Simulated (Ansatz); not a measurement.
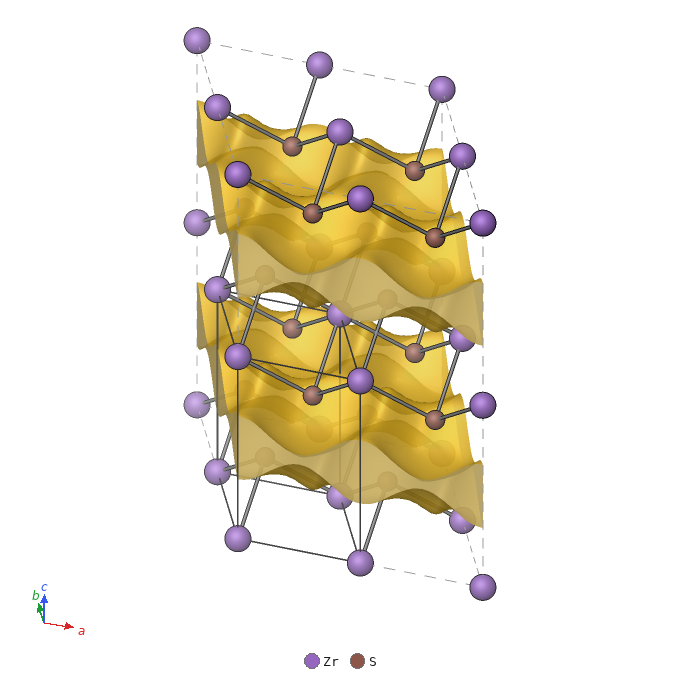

Crystal voids of ZrS$_{2}$ in space group P-3m1: the yellow surface encloses the regions where the procrystal electron density, the sum of the densities of spherically averaged neutral Hartree-Fock atoms, is below 0.01 e/bohr³ (2×2×2 cells, view from a free direction). No self-consistent density enters. Pale faces close the region where the drawn box cuts it. From Rb on the atoms have core potentials, so only their outer electrons count. The usual level for crystal voids is 0.002 e/bohr³; this crystal has almost no region below it, so a higher level is used, which marks the interstitial space of lowest density.

Source of the atomic positions: the geometry relaxed with DFT PBEsol, scalar-relativistic, plane waves, PAW (Ansatz 0.2.0).

Space group P-3m1 (No. 164). a = 3.627 Å, b = 3.627 Å, c = 5.876 Å, α = 90.00°, β = 90.00°, γ = 120.00°
```tsv
atom	site	symmetry	x	y	z
Zr	1a	-3m.	0.0000	0.0000	0.0000
S	2d	3m.	0.3333	0.6667	0.2474
```

**What share of the cell is void by this measure?**

The voids take about 18 % of the cell (12 Å³ of 67.0 Å³) and are bounded by about 31 Å² of surface per cell.

**What shape does the empty space take in three dimensions?**

Where they connect, they form a two-dimensional network in layers parallel to (001).

**How low does the density fall, and where?**

To about 0.0035 e/bohr³ near 0.00, 0.00, 0.50 (fractional), 2.6 Å from the nearest nucleus.

**At what density do the voids first join through the crystal?**

At about 0.0062 e/bohr³, as a two-dimensional network in layers parallel to (001).
